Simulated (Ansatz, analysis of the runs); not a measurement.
# A defect in a wire: Mo wire along [100], 4 atoms a period, Fe placed on top of one Mo, part 4 of 4

Wanted: the relaxed defect and the transmission past it, beside the channels of the perfect wire.

Ansatz 0.2.0; DFT PBE, plane waves, PAW; relaxation of a wire's period (the session's first sound run).

So far, conductance of the lead as this run defines it (G₀): step 3 (the perfect wire) 3.01.

## (5) Transmission between the leads (continued)

Level of this step: DFT PBE, plane waves, PAW; transmission of a junction in a wire (Ansatz).

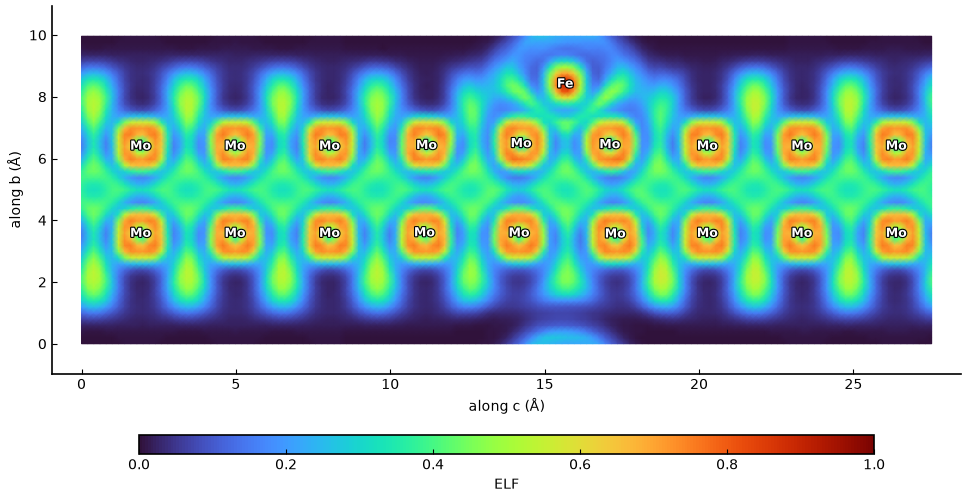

ELF in the cb plane at fractional x = 0.500, with atoms of Mo and Fe within 0.2 Å of it. It is the smooth field of the valence electrons, not physical close to the nuclei.

By hand: the program gives 1.6407 × 10^14 S/m² over the cell's cross-section of 99.20 Å² = 9.920 × 10^-19 m², so one cell conducts 1.628 × 10^-4 S. Divided by G0 = 2e²/h = 7.748 × 10^-5 S this is 2.10 G0, a resistance of 6.14 kΩ.

The conductance is 2.10 G₀, with 3 spin-up and 3 spin-down channels open in the lead. The lead's Hamiltonian steps by 32.4 meV, which the program calls too much for a lead. The largest term of the program's error estimate is 9 %.

## (6) Landauer integrals

This step: Landauer integrals over the computed T(E), interpolated linearly between its energies (analysis of the runs above).

Conductance and thermopower are moments of T(E) over the thermal window; sliding the window along E stands for a gate that leaves T(E) rigid.

This step gave:

```
conductance at 300 K, interpolated from T(E) : 2.098 G₀
thermopower at 300 K                         : 1.077 μV/K
Lorenz number over L0                        : 1.019
spin polarisation of the transmission        : 15.13 %
```

T(E) held rigid; rough near sharp steps of T(E). Conductance at 300 K against shift of the leads' level:

```tsv
shift of the leads' level (eV)	conductance at 300 K (G₀)
-0.900	1.29
-0.800	1.33
-0.700	2.68
-0.600	3.61
-0.500	3.97
-0.350	4.38
-0.250	3.46
-0.150	2.00
-0.050	2.12
0.050	2.11
0.150	2.42
0.250	3.03
0.350	3.54
0.500	4.50
0.600	5.44
0.700	5.28
0.800	4.68
0.900	4.85
```

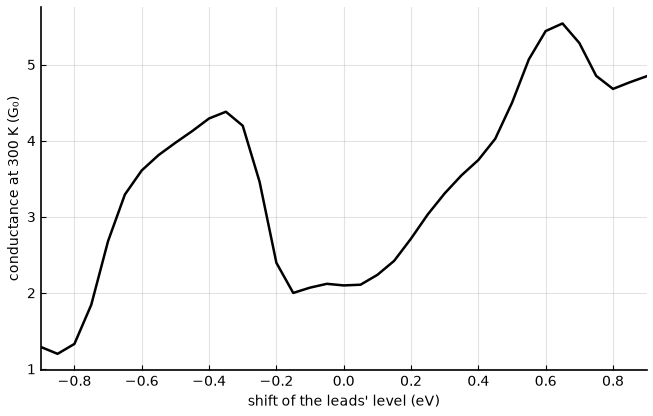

Conductance at 300 K against shift of the leads' level.

T(E) held rigid; rough near sharp steps of T(E). Thermopower at 300 K against shift of the leads' level:

```tsv
shift of the leads' level (eV)	thermopower at 300 K (μV/K)
-0.900	12.5
-0.750	-54.5
-0.600	-10.5
-0.500	-5.80
-0.350	1.54
-0.200	46.2
-0.050	-0.903
0.050	-5.35
0.200	-17.0
0.350	-8.95
0.500	-17.4
0.600	-6.30
0.750	9.29
0.900	0.463
```

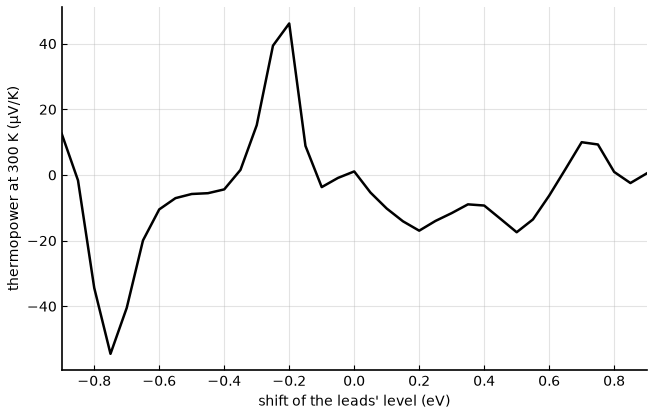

Thermopower at 300 K, plotted against shift of the leads' level.

The two levels move by half the bias each and T(E) is held rigid. Current from the zero-bias T(E) against bias:

```tsv
bias (V)	current from the zero-bias T(E) (μA)
0.000	0
0.100	16.3
0.200	32.8
0.300	49.7
0.400	67.8
0.500	90.2
0.600	118
0.700	148
0.800	179
0.900	210
1.000	242
1.100	276
1.200	310
1.300	345
1.400	378
1.500	406
1.600	431
1.700	454
1.800	477
1.900	501
```

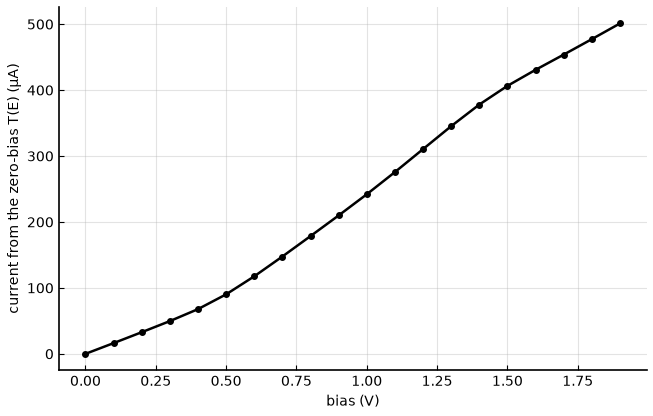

Current from the zero-bias T(E), plotted against bias.

By hand, Mott's formula: S = −(π²k²T/3e) d ln T/dE, and π²k²T/3e = 7.33 μV/K × eV at 300 K. The computed T is 4.28 at -0.070 eV and 4.33 at +0.070 eV (both spins added), so d ln T/dE ≈ 0.0866 per eV and S ≈ -0.635 μV/K, against 1.08 from the integrals. The signs differ: ln T is not straight over the thermal window, so the sign is not firm.

The thermopower is 1.08 μV/K. The Lorenz ratio is 1.02, where the Wiedemann-Franz law gives 1. Moving the level by up to 0.1 eV either way gives -10 to 1.1 μV/K.

## (7) Bands of the perfect wire

This step: DFT PBE, plane waves, PAW; channels and complex bands of a perfect wire; changed: output.transmission.leads = [[0, 7]], scf.max_iter = 50 (Ansatz 0.2.0).

System of this step: Mo wire along [100], 4 atoms a period. The cell holds 4 atoms: 4 Mo. Cell: a = 9.960 Å, b = 9.960 Å, c = 3.059 Å, α = 90.0°, β = 90.0°, γ = 90.0°. Vacuum lies along a and b. The structure's axis is c.

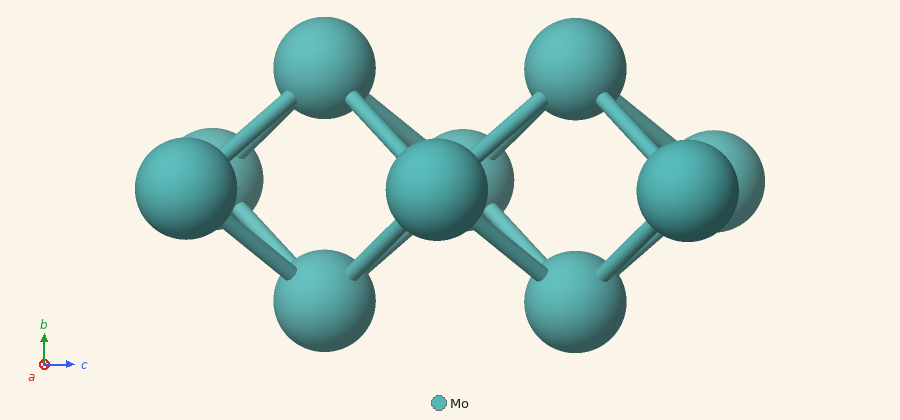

The cell of this step (molybdenum teal). 1×1×2 cells are drawn. Some periodic images of atoms are drawn too.

The input of the run on the perfect lead is made doubtful on purpose.

input.yaml

```yaml
crystal:
  lattice:
    - [9.96, 0.0, 0.0]
    - [0.0, 9.96, 0.0]
    - [0.0, 0.0, 3.0593237114]
  atoms:
    - { symbol: Mo, position: [0.358203969, 0.5, 0.0] }
    - { symbol: Mo, position: [0.641796031, 0.5, 0.0] }
    - { symbol: Mo, position: [0.5, 0.358203969, 0.5] }
    - { symbol: Mo, position: [0.5, 0.641796031, 0.5] }
kpoints:
  mp_grid: { grid: [1, 1, 27] }
scf:
  occupations: { method: fermi_dirac, width: 0.05 }
  max_iter: 50
hamiltonian:
  xc: pbe
output:
  transmission:
    e_range: [-1.26, 1.26]
    de: 0.035
    kmesh: [1, 1]
    reduced_basis: true
    leads: [[0, 7]]
basis:
  ecutwfc: "350 eV"
```

Command:

```
> ansatz run input.yaml --threads 4 --pin off --max-ram 16384MiB --backend cpu --events-out ev --progress --plain --runs-dir out
```

Numbers of over 12 decimals in the logs are rounded to 6 here.

The log of the run:

```text
Error: inconsistent input (output.transmission.leads, crystal): the lead [0, 7] names a site that the cell does not have: it has 4, counted from 0.
List the leads and leave barriers out. Name each by two sites of one ion a step apart, counted from 0. A search, which can't tell a lead from a barrier or a film with its gap, finds:
  [0, 0]  Mo4, period 3.0593 Å from a height of 1.60 Å
```

The job ended after 0.06 s (4 threads of Arm Neoverse V1, shared host; peak memory 0.09 GiB).

The program refused the input before any cycle.

The program's message: “Error: inconsistent input (output.transmission.leads, crystal): the lead [0, 7] names a site that the cell does not have: it has 4, counted from 0.”

The change that led to it: output.transmission.leads = [[0, 7]].

## (8) What came out

* conductance of the perfect wire: 3.01 G₀
* conductance, Fe placed on top of one Mo: 2.10 G₀
* thermopower, Fe placed on top of one Mo: 1.08 μV/K

Summed over the computed window, 66 % of the lead's open channels pass the defect; the conductance at 300 K is 2.10 G₀. With Fe placed on top of one Mo, 70 % of the conductance of that run's own lead (3.00 G₀) is left. Transport is coherent and elastic here: the atoms are frozen, so scattering by vibrations plays no part. Adsorbates are named by the site where they were placed; the distances after each relaxation show where they ended. No search over magnetic orders was made; another may lie lower. In 1 run the program finds the step of the lead's Hamiltonian too large, so longer leads may change the transmission. The adsorbed Fe moved by 1.7 Å in the relaxation, so the site named is where it was put. A cutoff under the files' recommended one was taken to save time; its effect on T(E) was not tested here. The program marked the mesh across the current as unconverged: one point across may be too few, as where atoms come near their images or a face has no vacuum.

[Logs are printed without paths, hosts, clocks, repeated set-up lines and the standing remarks that a program may print on its own settings, such as how far it seeks lower states.]

[Hosts, paths, dates, database ids (printed as entryN), source tags and the programs' standing remarks are cut or masked in the printed files.]
